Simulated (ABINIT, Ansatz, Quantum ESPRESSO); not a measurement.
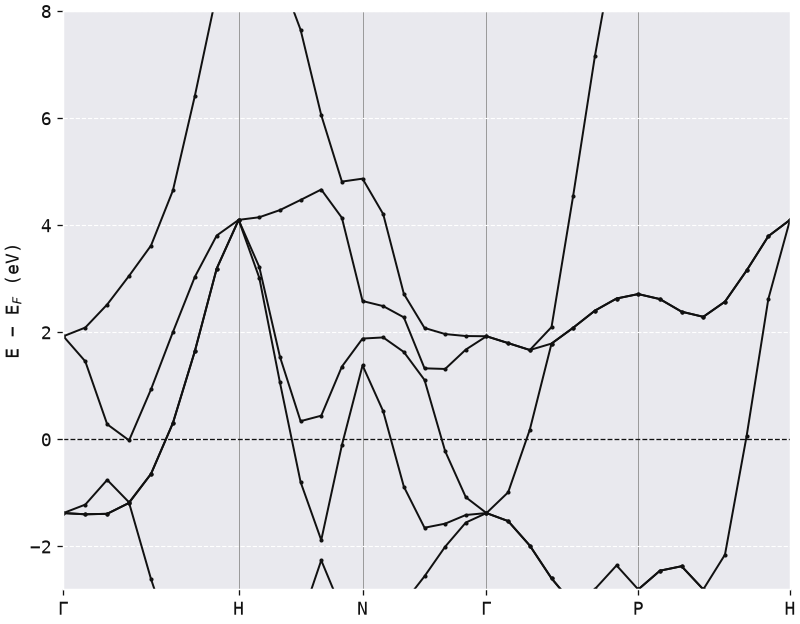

Band structure. Energies are counted from the Fermi level.

Q: Which system does the plot belong to?
A. CdI2-type MgI₂, space group P-3m1 (No. 164), 3 atoms in the cell (a = 4.140 Å, c = 6.880 Å (hexagonal axes)); LDA
B. bcc Mo, space group Im-3m, 1 atom in the primitive cell (cubic a = 3.168 Å); r2SCAN
C. zincblende BAs, space group F-43m (No. 216), 2 atoms in the primitive cell (cubic a = 4.777 Å); r2SCAN

A: B. A metal: bands cross the Fermi level along this path. At Γ the nearest levels lie 1.38 eV below and 1.93 eV above the Fermi level. A body-centred cubic lattice: the path Γ–H–N–Γ–P–H runs through the special points of its Brillouin zone.

ABINIT 10.8.3 (patched build); r2SCAN, SG15 NC PBE v1.2, no spin polarisation, no spin-orbit coupling, 12×12×12 k mesh, 599 eV cutoff, Fermi-Dirac smearing of 0.05 eV.

The potentials were made for another functional. The cell is at −5 GPa in this functional. Bands are joined in order of energy, so crossings between the computed points show as kinks or gaps.
